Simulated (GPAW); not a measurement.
## AgCl (Fm-3m): how ε∞ follows the gap

The empty bands of AgCl (Fm-3m) are shifted up rigidly by Δ, and ε∞ is computed for each shift.

The structure is cubic, space group Fm-3m (No. 225). The conventional cell has a = 5.470 Å, b = 5.470 Å, c = 5.470 Å, α = 90.00°, β = 90.00°, γ = 90.00°. Ag on site a is surrounded by 6 Cl at 2.73 Å. Cl on site b is surrounded by 6 Ag at 2.73 Å.

Method: GPAW 26.7.0, PBE, RPA, k-mesh 11×11×11, local fields up to 50 eV, Lorentzian half width 0.15 eV.

Launch of the response step: `OMP_NUM_THREADS=1 python df.py`. The series took 88 s in all, its band step included, on 1 thread of Arm Neoverse V2 (shared host).

```tsv
Δ (eV)	ε∞
0.00	?
0.40	4.689
0.80	4.485
1.20	4.306
1.60	4.147
2.00	4.005
```

With one effective transition at E₀ and fixed dipole strength, ε∞ − 1 = A/(E₀ + Δ), so 1/(ε∞ − 1) is linear in Δ.

Working, on the rows shown:

| x = Δ (eV) | y = 1/(ε∞ − 1) |
| --- | --- |
| 0.4 | 0.271076 |
| 0.8 | 0.286944 |
| 1.2 | 0.30248 |
| 1.6 | 0.317763 |
| 2 | 0.332779 |

Means: x̄ = 1.2, ȳ = 0.30221. Σ(x − x̄)(y − ȳ) = 0.06169, Σ(x − x̄)² = 1.6. Slope = 0.06169 / 1.6 = 0.03856; intercept = ȳ − slope · x̄ = 0.25594. Turned back into ε∞, the line misses the rows shown by at most 0.0039.

Task: Predict the last column of the withheld row from the fit.

Result: At x = 0 the line gives y = 0.25594, that is 4.907. The run gave 4.923, so the extrapolation is off by 0.016, 1.7 % of the range in the table.

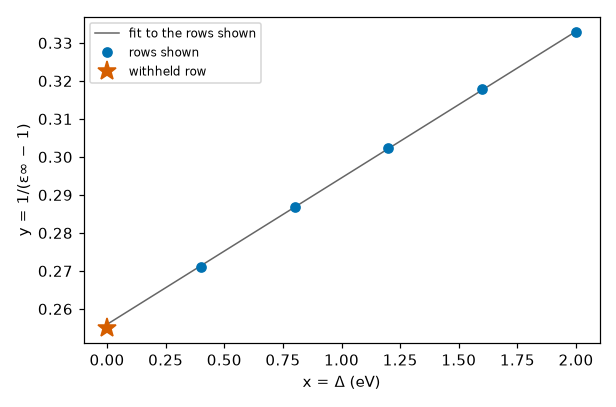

Refitted with all rows, the slope is 0.03893 and the intercept 0.2554. These give E₀ = intercept/slope = 6.6 eV, far above the least direct gap of 3.22 eV: most of the screening comes from transitions well over the edge. Over the first step ε∞ falls by 12 % per eV. The cell comes from an older database entry, whose edges can be off by a per cent or so. Excitons are left out; PBE gaps are as a rule too small. The values come from a sum over the points of one k-mesh and carry its error, which grows as the direct gap shrinks. This version of GPAW has incomplete matrix elements in the optical limit, which can lower ε − 1 by up to a tenth where first-row anions or d states rule. Spin-orbit coupling is left out.

[Logs are printed without paths, hosts, clocks, repeated set-up lines and the standing remarks that a program may print on its own settings, such as how far it seeks lower states.]
